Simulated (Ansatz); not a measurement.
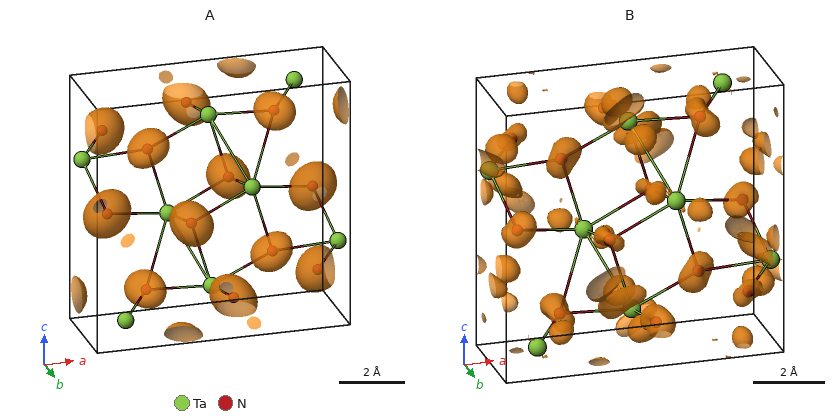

Ta2N3: densities of the states in two energy windows, as isosurfaces (each at a level of its own) in the conventional cell.

Space group Pnma. Spin-orbit coupling, left out here, splits and shifts the levels of such heavy elements, by tenths of an eV up to several eV. The cell comes from a database of computed structures, not from a measurement.

Computed with DFT r2SCAN, scalar-relativistic, plane waves, PAW in Ansatz.

In a PAW calculation such maps are meaningful between the atoms, not at the nuclei.

Match the panels to the energy ranges (zero at the Fermi level): −8.8 to −5.9 eV and −1.2 to 0.0 eV.

Panel A: −8.8 to −5.9 eV, the lower third of the occupied valence band, mainly N 2p (60 %) and Ta 5d (30 %).
Panel B: −1.2 to 0.0 eV, the filled states just under the Fermi level, mainly Ta 5d (60 %) and N 2p (35 %).
The characters are Löwdin shares on a minimal set of atomic orbitals.
